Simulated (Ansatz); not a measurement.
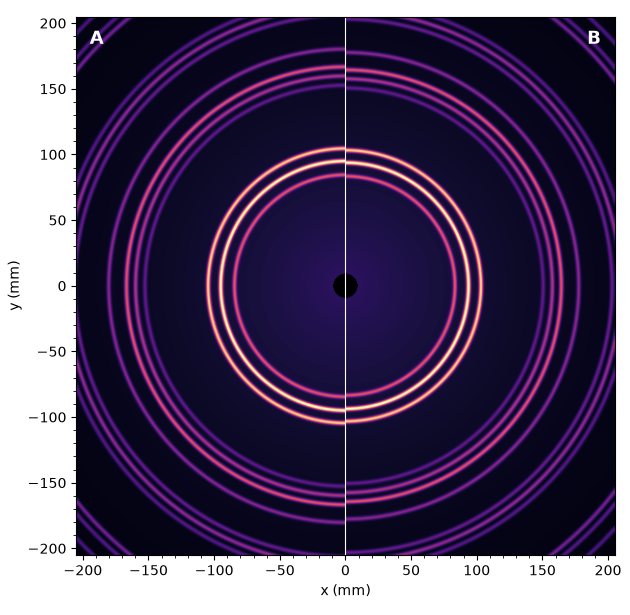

Simulated X-ray powder rings on a flat area detector normal to the beam: λ = 0.5594 Å, sample-to-detector distance 360 mm, axes in mm from the beam centre, for a fine-grained powder without texture. Kinematic intensities with B = 0.8 Å² for all atoms, without absorption; brightness goes as intensity to the power 0.5, clipped at the top. Reflections closer than the ring width show as one ring. The left and right halves show two different samples, each scaled to its strongest ring.

Both are Ru in Pm-3n, with cells of different size. Origins: A, coordinates from a relaxation with Ansatz, DFT, revPBE, plane waves (420 eV) with PAW, scalar-relativistic; the starting structure was generated, so it need not be a known form of this composition; B, the end point of a relaxation with Ansatz, DFT, BLYP, plane waves (420 eV) with PAW, scalar-relativistic; the starting structure was generated, so it need not be a known form of this composition.

**Which half has the larger cell, and by how much?**

Half B: the volume of B is 3.7 % larger than that of A, and a larger cell draws the rings inwards on average.
A: a = 4.864 Å, b = 4.864 Å, c = 4.864 Å, α = 90.00°, β = 90.00°, γ = 90.00°; 200 at 84.5 mm (d = 2.43 Å), 210 at 95.0 mm (d = 2.18 Å), 211 at 104.6 mm (d = 1.986 Å), 222 at 152.7 mm (d = 1.404 Å).
B: a = 4.923 Å, b = 4.923 Å, c = 4.923 Å, α = 90.00°, β = 90.00°, γ = 90.00°; 200 at 83.4 mm (d = 2.46 Å), 210 at 93.7 mm (d = 2.20 Å), 211 at 103.2 mm (d = 2.01 Å), 222 at 150.6 mm (d = 1.421 Å).
